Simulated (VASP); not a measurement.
BaTiO3, space group P4mm (No. 99), a = 3.996 Å, b = 3.996 Å, c = 4.224 Å, α = 90.00°, β = 90.00°, γ = 90.00°

| site | Wyckoff | x | y | z |
| --- | --- | --- | --- | --- |
| Ba | 1a | 0.0000 | 0.0000 | 0.9908 |
| Ti | 1b | 0.5000 | 0.5000 | 0.4716 |
| O1 | 2c | 0.0000 | 0.5000 | 0.5194 |
| O2 | 1b | 0.5000 | 0.5000 | 0.0419 |

Origin: coordinates from a relaxation with VASP Kohn-Sham DFT of a periodic cell, PBE, VASP PAW PBE potentials, recommended in VASP.

Describe the coordination of Ti.

Answer. TiO6: a slightly distorted octahedron (coordination number 6, S = 0.31; next best trigonal prism, S = 17.0). Bonds: 1 × Ti–O 1.82 Å, 4 × Ti–O 2.01 Å and 1 × Ti–O 2.41 Å. The next neighbour, not counted, lies at 3.48 Å.

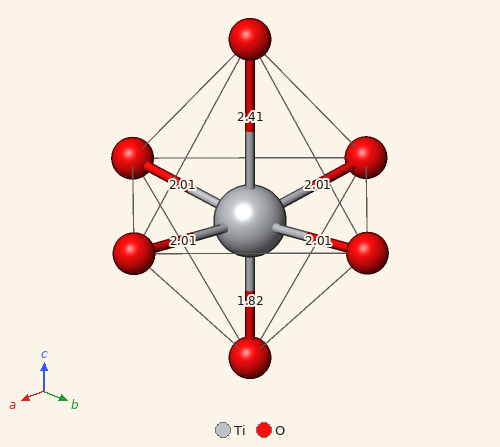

The polyhedron about Ti. Shape measures S are computed against regular polyhedra or, for capped shapes, the nearer of the equal-edge and equal-bond forms.
